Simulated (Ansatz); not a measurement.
**Al4Ga11N16 (cell charge −1, with a compensating background) (cell with a defect): density, localisation and related maps**

Input

```
crystal:
  lattice:
    - [-4.4676279237, 4.4676279237, 4.4676279237]
    - [4.4676279237, -4.4676279237, 4.4676279237]
    - [4.4676279237, 4.4676279237, -4.4676279237]
  atoms:
    - { symbol: Al, position: [0.0014184516, 0.5009480169, 0.5] }
    - { symbol: Al, position: [0.5009480169, 0.0014184516, 0.5] }
    - { symbol: Al, position: [0.4985815484, 0.4985815484, -0.0004704347] }
    - { symbol: Al, position: [-0.0009480169, -0.0009480169, 0.0004704347] }
    - { symbol: Ga, position: [0.75, 0.75, 0.5] }
    - { symbol: Ga, position: [0.75, 0.25, 0.0] }
    - { symbol: Ga, position: [0.25, 0.75, 0.0] }
    - { symbol: Ga, position: [0.2495954006, 0.4985726594, 0.2526336464] }
    - { symbol: Ga, position: [0.754060987, 0.0014273406, 0.2510227412] }
    - { symbol: Ga, position: [0.745939013, 0.4969617542, 0.7473663536] }
    - { symbol: Ga, position: [0.2504045994, 0.0030382458, 0.7489772588] }
    - { symbol: Ga, position: [0.4969617542, 0.745939013, 0.7473663536] }
    - { symbol: Ga, position: [0.0030382458, 0.2504045994, 0.7489772588] }
    - { symbol: Ga, position: [0.0014273406, 0.754060987, 0.2510227412] }
    - { symbol: Ga, position: [0.4985726594, 0.2495954006, 0.2526336464] }
    - { symbol: "N", position: [0.5208803755, 0.5208803755, 0.7767335519] }
    - { symbol: "N", position: [-0.0009803207, -0.0009803207, 0.7539026374] }
    - { symbol: "N", position: [-0.0012142189, 0.4996195533, 0.2538789957] }
    - { symbol: "N", position: [0.4996195533, -0.0012142189, 0.2538789957] }
    - { symbol: "N", position: [0.5009803207, 0.7548829581, 0.5] }
    - { symbol: "N", position: [-0.0208803755, 0.2558531764, 0.5] }
    - { symbol: "N", position: [0.0003804467, 0.7542594423, -0.0008337722] }
    - { symbol: "N", position: [0.5012142189, 0.2550932146, 0.0008337722] }
    - { symbol: "N", position: [0.7548829581, 0.5009803207, 0.5] }
    - { symbol: "N", position: [0.2558531764, -0.0208803755, 0.5] }
    - { symbol: "N", position: [0.2550932146, 0.5012142189, 0.0008337722] }
    - { symbol: "N", position: [0.7542594423, 0.0003804467, -0.0008337722] }
    - { symbol: "N", position: [0.2441468236, 0.2441468236, 0.2232664481] }
    - { symbol: "N", position: [0.7451170419, 0.7451170419, 0.2460973626] }
    - { symbol: "N", position: [0.7457405577, 0.2449067854, 0.7461210043] }
    - { symbol: "N", position: [0.2449067854, 0.7457405577, 0.7461210043] }
  host:
    lattice:
      - [4.4676279237, 0.0, 0.0]
      - [0.0, 4.4676279237, 0.0]
      - [0.0, 0.0, 4.4676279237]
    atoms:
      - { symbol: Al, position: [0.0, 0.0, 0.0] }
      - { symbol: Ga, position: [0.5, 0.5, 0.0] }
      - { symbol: Ga, position: [0.5, 0.0, 0.5] }
      - { symbol: Ga, position: [0.0, 0.5, 0.5] }
      - { symbol: "N", position: [0.7550309213, 0.7550309213, 0.2449690787] }
      - { symbol: "N", position: [0.7550309213, 0.2449690787, 0.7550309213] }
      - { symbol: "N", position: [0.2449690787, 0.7550309213, 0.7550309213] }
      - { symbol: "N", position: [0.2449690787, 0.2449690787, 0.2449690787] }
total_charge: -1
basis:
  ecutwfc: 420
  xc_grid: 2
kpoints:
  mp_grid: { grid: [2, 2, 2], shift: [0.5, 0.5, 0.5] }
hamiltonian:
  xc: pbesol
scf:
  occupations: { method: gaussian, width: 0.01 }
output:
  forces: true
  stress: false
  eigenvalues: true
  charged_corrections:
    defect_position: [0.25, 0.25, 0.5]
    epsilon: [[9.9239, 0.0, 0.0], [0.0, 9.9239, 0.0], [0.0, 0.0, 9.9239]]
  write_density: true
  write_potential: true
  elf: true
  volumetric_format: npy
relax:
  adjacent_minimum: "off"
  f_tol: 0.025
  max_steps: 45
```

Launched as:

```sh
ansatz run input.yaml --threads 4 --pin off --max-ram 10240MiB --backend cpu --events-out ev --progress --plain --runs-dir out
```

Theory: DFT PBEsol, scalar-relativistic, plane waves, PAW (Ansatz 0.2.0).

Core electrons are frozen (PAW), and the valence fields are smoothed inside the atomic spheres.

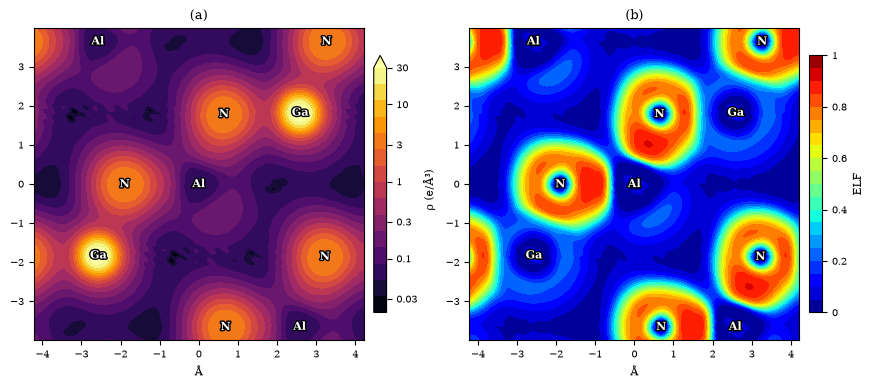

Figure 1. (a) valence pseudo-density; (b) electron localisation function on the (11̄0) plane of the calculation cell.

Describe what can be read from this map.

The section cuts through Al, Ga and N sites. Al–N (1.90 Å): ρ is about 0.69 e/Å³ halfway; the ELF peaks at about 0.90 between the atoms. Ga–N (1.94 Å): the density is about 0.75 e/Å³ at the midpoint; the ELF peaks at about 0.85 in the valence shell of N, 0.7 Å from its nucleus, and is about 0.45 at the midpoint. Between the atoms the lowest density in this plane is 0.02 e/Å³.

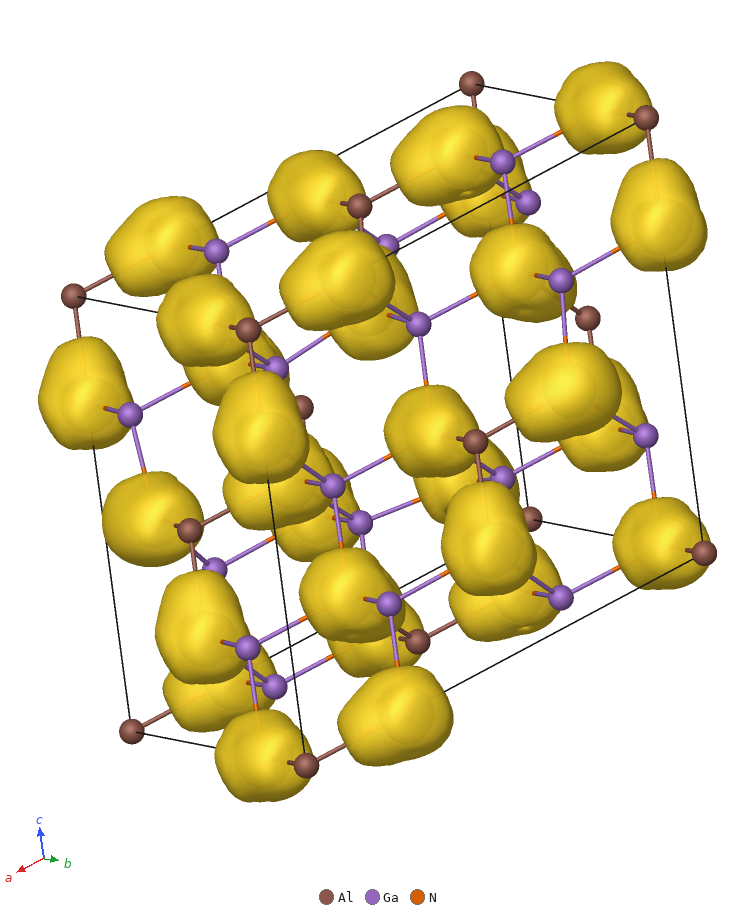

Figure 2. Isosurface of the ELF at 0.75 (yellow), seen at an oblique angle. Core shells and regions of very low density are left out. Sticks mark near contacts.

Where are the electrons localised?

The ELF exceeds this value in 16 regions on N in which the atom's valence shell and bonds are merged, counted in one cell of 31 atoms. Any copies at cell faces, edges or corners count once. Along the contacts the grid gives the following. Al–N (1.84 Å): the ELF peaks at about 0.90 in the valence shell of N, 0.7 Å from its nucleus, and is about 0.90 at the midpoint. Ga–N (1.89 Å): the ELF peaks at about 0.85 in the valence shell of N, 0.6 Å from its nucleus, and is about 0.50 at the midpoint.

Does the calculation give a band gap?

It is metallic or semimetallic at this level of theory: no gap opens.
